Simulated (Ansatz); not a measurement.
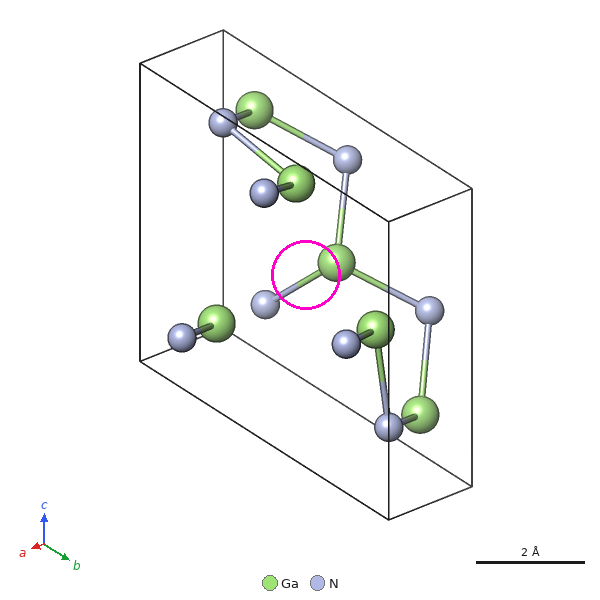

View slightly off an axis, drawn as a ball-and-stick model. Lines trace the edges of the supercell. The host is GaN, in a cell of 12 sites, and the cell is neutral. A ring marks the defect's site.

Identify the point defect.

Answer. A nitrogen vacancy. Around the empty site lie four Ga at about 1.9 Å.

Run with DFT PBE, scalar-relativistic, plane waves, PAW in Ansatz and these settings: a cutoff energy of 420 eV, k-mesh 3×3×3, Gaussian smearing of 0.01 eV, collinear spins.

Does a spin moment come with the defect?

Answer. Yes, 0.5 μB in the cell.

The atoms were relaxed in the host's cell with Ansatz, DFT PBE, scalar-relativistic, plane waves, PAW.
